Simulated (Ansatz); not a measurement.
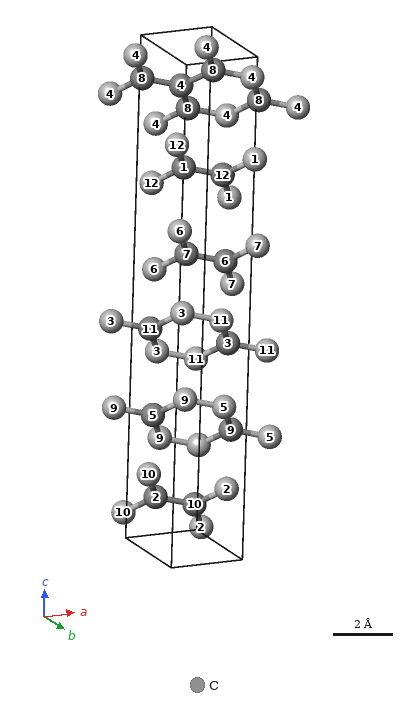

*The structure as given in the input (ball-and-stick view of the cell of the calculation, set on other vectors, seen at an oblique angle; neighbours outside the cell are drawn fainter; atoms are numbered from 1 in the order of the input). An atom can appear more than once, as a periodic image.*

Run report: C, single-point calculation

C (P-1, 12 atoms in the cell), computed with DFT PBE+D3(BJ), scalar-relativistic, plane waves, PAW, PAW set soft_1, no spin polarisation (Ansatz 0.2.0).

The structure derives from an entry of the Crystallography Open Database. Figures and captions count atoms from 1; the log counts them from 0 in places.

**Log**
```
Engine: ansatz 0.2.0, aarch64-unknown-linux-gnu
Pseudopotentials: kind: paw
Pseudopotential: C, paw, valence charge 4, recommended cutoff 420 eV (normal), [file]
Functional definition: PBE
  parameter kappa = 0.804
  parameter beta = 0.06672455060314922
  exchange = pbe_x(kappa = kappa, mu = beta*pi^2/3)
  correlation = pbe_c(beta = beta)
Crystal: 12 atoms, lattice volume = 109.470 Å³
Basis set: ecut = 520 eV, 2959 PW (Γ), exchange–correlation on 40×40×320 points (8 copies of the dense FFT grid, shifted against one another)
Bands: 36, of which v1, the nominal top of the filled ones, is band 24 counted from 1 (23 counted from 0)
Symmetry: 2 space group operations
Space group: P-1 (ITA 2), of the structure as read, at distance tolerance 4.8e-5 Å
k-points: 226 of 450
Non-local potential: C, projectors of the file, l = 0: 2, l = 1: 2, l = 2: 1
PAW form: soft (Blöchl's): semilocal exchange-correlation on the pseudo side does not see the compensation charge
PAW one-centre angular grid: C, 110 points (default); XC on 64 Gauss nodes
Initial density: superposition of atomic densities (chi_scale 0.1, normalization cell)
Initial wavefunctions: pseudopotential atomic-orbital guess
Functional: x = pbe(κ = 0.804, μ = 0.2195149727645171), c = pbe(β = 0.06672455060314922)
SCF iter   1: F=—  HF=-3019.511614 eV  |F-HF|=—  |Δ(HF+E_count)|=         —  Δρ=1.26e-1  dr2=1.53e1  ethr=3.10e-3  ⟨swp⟩=7.8  Hψ=40029  notcnv=0  defer=5
preconditioner: auto → none  [insulator: Δε(μ)=0.079 eV  Ē_g=16.332 eV  σ=0.030 eV  W_gap=0.94  n_scr=14 (ndim 8)  ℏωp=24.6 eV  f_vac=0.000  D(μ)=0.12/eV (n_scr^D=2)  ε∞_Penn≈3.3]
SCF iter   2: F=—  HF=-3013.601965 eV  |F-HF|=—  |Δ(HF+E_count)|=    5.91e0  Δρ=4.87e-2  dr2=1.83e0  ethr=3.10e-3  ⟨swp⟩=3.1  Hψ=18195  notcnv=0  defer=1236
SCF iter   3: F=—  HF=-3012.991117 eV  |F-HF|=—  |Δ(HF+E_count)|=   6.11e-1  Δρ=6.43e-3  dr2=1.48e-2  ethr=3.10e-3  ⟨swp⟩=2.2  Hψ=15323  notcnv=0  defer=1296
SCF iter   4: F=—  HF=-3012.996231 eV  |F-HF|=—  |Δ(HF+E_count)|=   5.11e-3  Δρ=3.11e-4  dr2=2.35e-4  ethr=3.09e-5  ⟨swp⟩=2.5  Hψ=14117  notcnv=0  defer=853
automatic band count: iteration 4 solves 34 bands in place of 36: the levels show a gap, and the empty bands left out lie too high to hold charge; the band table lists the bands solved (type scf.n_extra_bands for more)
SCF iter   5: F=—  HF=-3012.996204 eV  |F-HF|=—  |Δ(HF+E_count)|=   2.72e-5  Δρ=1.33e-4  dr2=7.64e-5  ethr=4.90e-7  ⟨swp⟩=2.0  Hψ=12045  notcnv=0  defer=845
SCF iter   6: F=—  HF=-3012.996181 eV  |F-HF|=—  |Δ(HF+E_count)|=   2.24e-5  Δρ=6.78e-5  dr2=4.00e-6  ethr=1.59e-7  ⟨swp⟩=2.0  Hψ=10268  notcnv=0  defer=845
SCF iter   7: F=—  HF=-3012.996184 eV  |F-HF|=—  |Δ(HF+E_count)|=   2.49e-6  Δρ=1.24e-5  dr2=3.71e-7  ethr=8.32e-9  ⟨swp⟩=2.6  Hψ=12006  notcnv=0  defer=845
SCF iter   8: F=-3012.996184 eV  HF=-3012.996184 eV  |F-HF|=3.64e-9  |Δ(HF+E_count)|=   1.30e-8  Δρ=2.69e-6  dr2=1.04e-8  ethr=2.08e-10  ⟨swp⟩=20.6  Hψ=47159  notcnv=0
the search or the solves at the SCF's close seem to have found levels that the self-consistency loop had missed (the run counts 1). By its estimate they hold under 1e-12 electrons; where the run keeps them, the occupations were computed again with them
SCF 1 converged in 8 iterations: F = -3012.996184 eV  dr2 = 1.04e-8
  greatest PAW one-centre occupation: 0.674 electrons in one spin orbital (limit 2), on the C atom at site 3 (counted from 0), in its partial waves of l = 0
SCF converged after 8 iterations
Free energy (F): -3012.996184 eV
Harris-Foulkes:  -3012.996184 eV  (|F-HF|=3.64e-9)
Internal energy: -3012.996174 eV  (E = F + TS)
E sigma→0 (E₀):  -3012.996179 eV
Entropy (-TS):   -0.000010 eV (-0.001 meV/atom)
Fermi energy:    6.643400 eV
--- Per-component energies (eV) ---
  E_band       = -119.357891
  E_kinetic    = 1062.457492
  E_local      = -1874.070304  (includes V_loc(G=0)·N_el)
  E_nonlocal   = 281.651457
  E_hartree    = 599.473748
  E_xc         = -563.620841
  E_vxc        = -694.101963  (∫ρ·V_xc dr)
  E_paw        = -1201.317441  (= ΣΔE_a)
  E_vpaw       = -94.241341  (= ΣTr[D̂ρ^β])
  E_aug_tail   = 0.000004  (compensation charges beyond the density's cutoff)
  E_ewald      = -1315.765752
  E_disp       = -1.804537  (pairwise vdW)
  E_smearing   = -0.000010  (= −TS)
  E_closure    = -0.000000  (closes the sum)
  Σ components = -3012.996184   (vs F -3012.996184, Δ=0.00e0)
--- Forces (eV/Å), atoms counted from 1 ---
  atom   1  C      0.00013568    -0.00036344     0.00084166
  atom   2  C      0.00256266     0.00017818     0.02156781
  atom   3  C      0.00010748     0.00058573     0.00211429
  atom   4  C     -0.00256266    -0.00017818    -0.02156781
  atom   5  C     -0.00013568     0.00036344    -0.00084166
  atom   6  C     -0.00010748    -0.00058573    -0.00211429
  atom   7  C      0.00010568     0.00058679    -0.00217454
  atom   8  C     -0.00091462    -0.00219968    -0.01912260
  atom   9  C     -0.00010144    -0.00012867    -0.00280562
  atom  10  C      0.00091462     0.00219968     0.01912260
  atom  11  C     -0.00010568    -0.00058679     0.00217454
  atom  12  C      0.00010144     0.00012867     0.00280562
  max |Σ_I F_I| component: 8.67e-19 eV/Å
--- Stress (GPa, compression-positive) ---
        0.082611       0.018730      -0.014519
        0.018730       0.088947      -0.015870
       -0.014519      -0.015870      -0.290922
  P = ⅓ Tr σ = -0.0398 GPa (-0.398 kbar)
--- Band table (eV; the first three rows and the last of 226) ---
  k-point 0: bands = ["-12.9869", "-12.9343", "-12.9330", "-12.8082", "-12.8074", "-12.7499", "-1.7523", "-1.3979", "-1.3951", "-0.5484", "-0.5483", "-0.0791", "3.6219", "3.6223", "3.6249", "3.6255", "3.6283", "3.6303", "3.6336", "3.6354", "3.6360", "3.6372", "3.6388", "3.6402", "10.6771", "11.8161", "11.8162", "14.5388", "14.5398", "14.9834", "14.9848", "14.9925", "14.9948", "14.9996"]
  k-point 1: bands = ["-12.9735", "-12.9715", "-12.8962", "-12.8468", "-12.7667", "-12.7650", "-1.6604", "-1.6566", "-1.1017", "-0.8794", "-0.2122", "-0.2108", "3.6222", "3.6224", "3.6241", "3.6251", "3.6298", "3.6313", "3.6317", "3.6342", "3.6366", "3.6384", "3.6390", "3.6395", "10.9786", "10.9789", "12.8368", "13.3192", "14.9846", "14.9853", "14.9890", "14.9933", "15.0061", "15.0090"]
  k-point 2: bands = ["-12.8811", "-12.8303", "-12.8260", "-12.7054", "-12.7009", "-12.6457", "-1.6234", "-1.2837", "-1.2545", "-0.4420", "-0.4071", "0.0423", "3.1937", "3.1979", "3.2025", "3.2106", "3.2142", "3.2180", "3.3977", "3.4010", "3.4058", "3.4121", "3.4158", "3.4182", "10.8073", "11.8944", "11.9874", "14.5721", "14.6923", "15.0378", "15.0459", "15.0533", "15.0778", "15.0952"]
  k-point 225: bands = ["-7.6122", "-7.5859", "-7.5799", "-7.5251", "-7.5219", "-7.4946", "-6.5660", "-6.5473", "-6.5405", "-6.4980", "-6.4957", "-6.4736", "-0.1315", "-0.1223", "-0.1189", "-0.0958", "-0.0926", "-0.0833", "3.9635", "4.1399", "4.1689", "4.5630", "4.5959", "4.7799", "7.9143", "8.0474", "8.1192", "8.5573", "8.6124", "8.8135", "14.3584", "14.4242", "14.4387", "14.5949"]
```

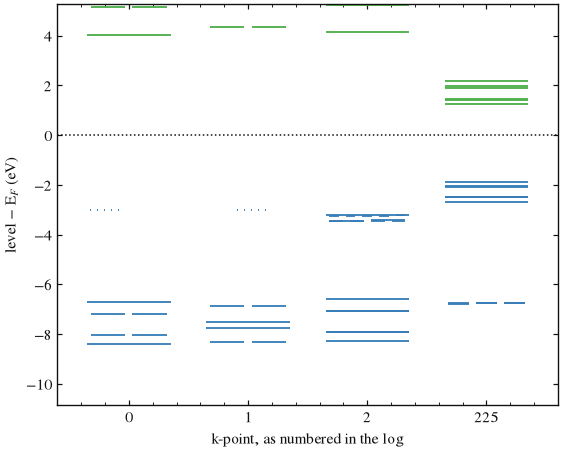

*Kohn–Sham levels near the Fermi level (dotted) at the few k-points that the log prints; levels within 0.02 eV of each other stand side by side.*

Among these points the highest filled and lowest empty levels are 3.13 eV apart; the gap on the full mesh, 0.11 eV, has an edge at a point that isn't printed.

The run was set up as follows.

**Input**
```yaml
crystal:
  lattice:
    - [-2.4647935466, 0.0, 0.0]
    - [-1.2323967733, -2.1345738265, 0.0]
    - [-0.8215978489, -0.7115246088, 20.8066193286]
  atoms:
    - { symbol: C, position: [0.6253658566, 0.5840650465, 0.2478048605] }
    - { symbol: C, position: [0.8475880788, 0.6951761576, 0.9144715272] }
    - { symbol: C, position: [0.2364769677, 0.139620602, 0.5811381939] }
    - { symbol: C, position: [0.6524063656, 0.6381460646, 0.0855618061] }
    - { symbol: C, position: [0.8746285879, 0.7492571757, 0.7522284728] }
    - { symbol: C, position: [0.2635174768, 0.1937016202, 0.4188951395] }
    - { symbol: C, position: [0.5968540756, 0.5270414846, 0.4188755462] }
    - { symbol: C, position: [0.9857429645, -0.028514071, 0.0855422129] }
    - { symbol: C, position: [0.2079651867, 0.0825970401, 0.7522088796] }
    - { symbol: C, position: [0.5142514799, 0.3618362932, 0.9144911204] }
    - { symbol: C, position: [0.9031403688, -0.1937192624, 0.5811577871] }
    - { symbol: C, position: [0.2920292577, 0.2507251821, 0.2478244538] }
basis:
  ecutwfc: 520.0
kpoints:
  mp_grid: { grid: [15, 15, 2] }
hamiltonian:
  xc: pbe
  pseudopotentials: { kind: paw, azcp: { folder: soft_1 } }
  dispersion: d3bj
scf:
  occupations: { method: gaussian, width: 0.03 }
output:
  forces: true
  stress: true
  eigenvalues: true
```

Launched with:
```bash
ansatz run input.yaml --threads 2 --pin off --max-ram 4096MiB --backend cpu --events-out ev --progress --plain --runs-dir out
```

**Key numbers**

```csv
quantity,value
outcome,converged
space group (tolerance 0.01 Å),P-1 (2)
electrons treated,48
free energy,−3012.9962 eV
Fermi energy,6.643 eV
gap on the k-point mesh,0.11 eV
pressure,−0.04 GPa
largest force (length of the vector),0.022 eV/Å
hardware,"2 threads of Arm Neoverse N1, 98 GiB of memory available, shared host"
wall time,95 s (CPU time 3.1 min)
peak memory,1 GiB
```
